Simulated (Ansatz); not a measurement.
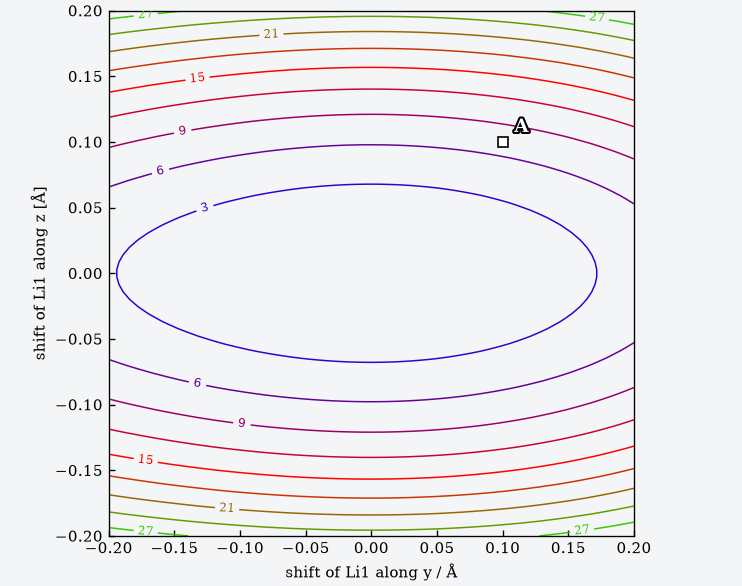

Li (P6_3/mmc, No. 194; 2 atoms in the cell). Atom Li1 is moved over a plane while all other atoms and the cell stay fixed (its periodic images move with it) (x along [1 0 0], y along [1 2 0], z along [0 0 1] of the conventional cell). Coordinates scanned: (1) shift of Li1 along y; (2) shift of Li1 along z. Grid: 5 × 5 points; 15 points were computed and 10 follow by symmetry. Points are written as (first, second). All energies are given in meV per cell relative to the lowest grid point. The reference cell is the one listed in the database, not relaxed at this level. Level of theory: DFT r2SCAN, scalar-relativistic, plane waves, PAW in Ansatz. Settings: cutoff 500 eV, k-mesh 18×18×10 in the order of the run's cell vectors, gaussian smearing 0.15 eV, no spin polarisation.

In the figure: contour lines labelled in meV, the point A. Between grid points the surface is interpolated.

### Which way does the force act at A, and how strong is it?

A, at (0.1 Å, 0.1 Å), is not a stationary point. The computed force is 0.13 eV/Å in the plane, pointing down in the picture (components −0.02 and −0.13 eV/Å).
